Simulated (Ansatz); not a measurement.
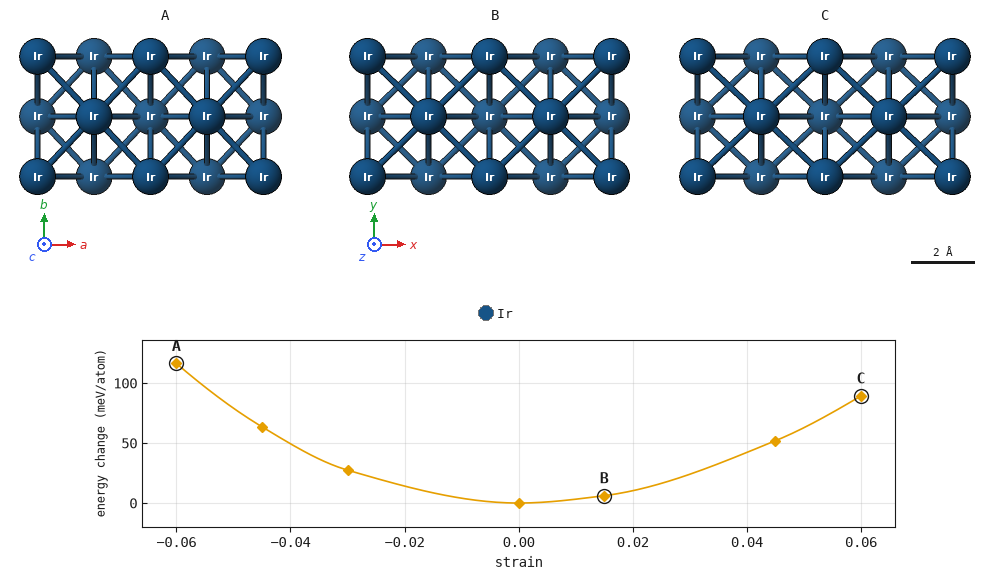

A scan of solid Ir (Fm-3m): the cell is strained along x alone, with the atoms kept at their fractional coordinates. x, y and z are the Cartesian axes of the input. The lettered frames are marked on the plot. Style: ball-and-stick. Shown: the conventional cell (4 times the calculation's cell), repeated 2 × 1 × 2 with one cell outlined, along the c axis. Lengths and directions refer to the drawn axes.

The calculation used DFT PBEsol, scalar-relativistic, plane waves, PAW in Ansatz 0.2.0. Set-up: plane-wave cutoff 420 eV; k-point mesh 26 × 26 × 26; occupations gaussian; smearing width 0.15 eV; no spin polarisation. Energies (free energies at the smearing named) are counted from the relaxed crystal.

### Describe the profile.

Of the computed points the lowest is at the strain 0.00, 0.0 meV/atom. The end points stand at 116.3 meV/atom (−0.06) and 89.3 meV/atom (0.06). The distortion takes the space group from Fm-3m to I4/mmm. At the strain −0.06 the cell of the drawing goes a 3.830 → 3.600 Å.
